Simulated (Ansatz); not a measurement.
```
Mn S
1.0
     5.60000    0.00000    0.00000
     0.00000    0.00000   -5.60000
     0.00000    5.60000    0.00000
Mn S
4 4
Direct
  0.50000 0.50000 0.00000
  0.00000 0.50000 0.50000
  0.00000 0.00000 0.00000
  0.50000 0.00000 0.50000
  0.75000 0.75000 0.25000
  0.25000 0.75000 0.75000
  0.25000 0.25000 0.25000
  0.75000 0.25000 0.75000
```

Space group F-43m; spin-polarised.

Method: Ansatz, DFT r2SCAN, scalar-relativistic, plane waves, PAW.

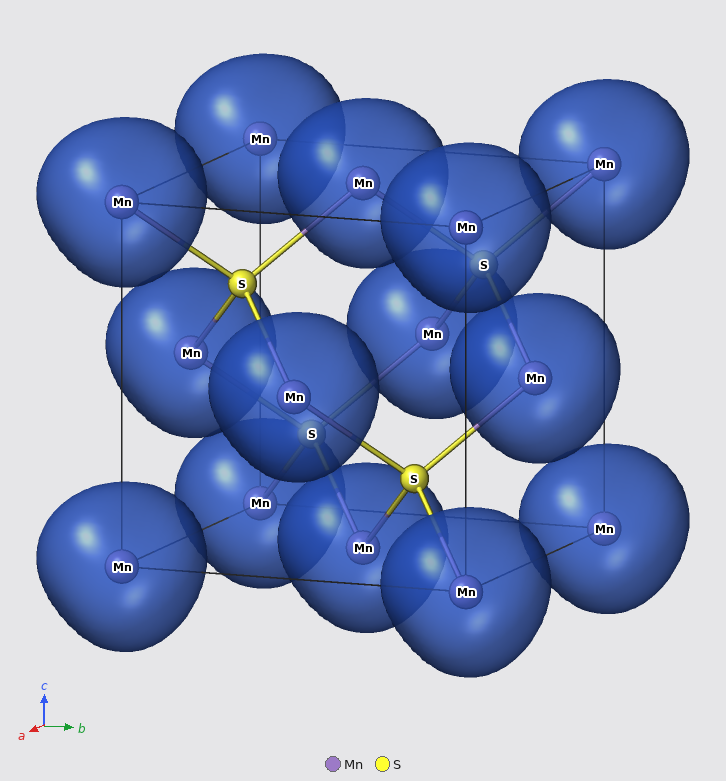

MnS. Isosurface of the spin density at +0.05 e/Å³ (blue), seen slightly off an axis. Sticks mark near contacts.

In a PAW calculation such maps are meaningful between the atoms, not at the nuclei.

Where is the spin, and how is it ordered?

The spin density sits on Mn: +4.3 μB (×4) in one cell of 8 atoms, with smaller moments on other sites: S (up to +0.11 μB): parallel main moments, as they must be, since the calculation's own cell holds one magnetic site. The cell of the calculation (2 atoms) carries 5.0 μB of net spin moment.
